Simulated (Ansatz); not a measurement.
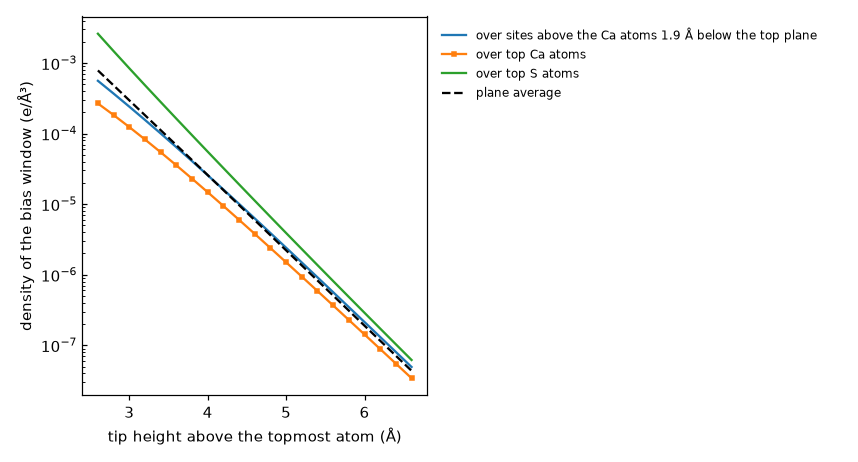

Approach curves over CaS(110) (Fm-3m bulk, 6 atomic planes (those closer than 0.6 Å count as one), 10 Å, CaS-terminated) at a sample bias of −2.15 V.

The STM signal is simulated in the Tersoff–Hamann approximation. Zero bias is put in the middle of the gap by convention. Bias windows are sharp sums over the levels of the k mesh.

Computed with DFT PBEsol, scalar-relativistic, plane waves, PAW (Ansatz 0.2.0). Cutoff 420 eV, 15 × 11 k-points, Gaussian smearing 0.05 eV, dipole correction. The slab is a cut without reconstruction beyond its cell, at the source's lattice constants, with its lower half held fixed and the rest relaxed. No spin polarisation. The run warns that the functional's potential is rough in the thin density of the vacuum, where the tip is; weak contrasts and barriers may feel it.

```yaml
crystal:
  lattice:
    - [4.02061, 0.00000, 0.00000]
    - [0.00000, 5.68600, 0.00000]
    - [0.00000, 0.00000, 28.05152]
  atoms:
    - { symbol: Ca, position: [0.50000, 0.50000, 0.32084] }
    - { symbol: S, position: [0.50000, 0.00000, 0.32084] }
    - { symbol: Ca, position: [0.00000, 0.00000, 0.39250] }
    - { symbol: S, position: [0.00000, 0.50000, 0.39250] }
    - { symbol: Ca, position: [0.50000, 0.50000, 0.46417] }
    - { symbol: S, position: [0.50000, 0.00000, 0.46417] }
    - { symbol: Ca, position: [0.00000, 0.00000, 0.53271] }
    - { symbol: S, position: [0.00000, 0.50000, 0.53373] }
    - { symbol: Ca, position: [0.50000, 0.50000, 0.60817] }
    - { symbol: S, position: [0.50000, 0.00000, 0.60527] }
    - { symbol: Ca, position: [0.00000, 0.00000, 0.66909] }
    - { symbol: S, position: [0.00000, 0.50000, 0.67501] }
```

The last single point, restarted from the relaxation's density, took 11 min on 1 thread of Arm Neoverse N1, on a shared host, peak memory 1.4 GiB.

Estimate the decay constant and the apparent barrier, and compare with the vacuum level, which the run puts 3.39 eV above zero bias.

Near 4 Å the plane average falls as exp(−2.45 z/Å), a factor of 12 per ångström, which gives an apparent barrier of 5.7 eV (0.952 eV Å² times the slope squared). The highest filled states lie 4.35 eV under the vacuum level. The apparent barrier is above 4.35 eV. At 4 Å the 0.24 eV of states nearest the highest filled state carry under 1 % of the density, so deeper states, or ones away from the zone centre, set the barrier.
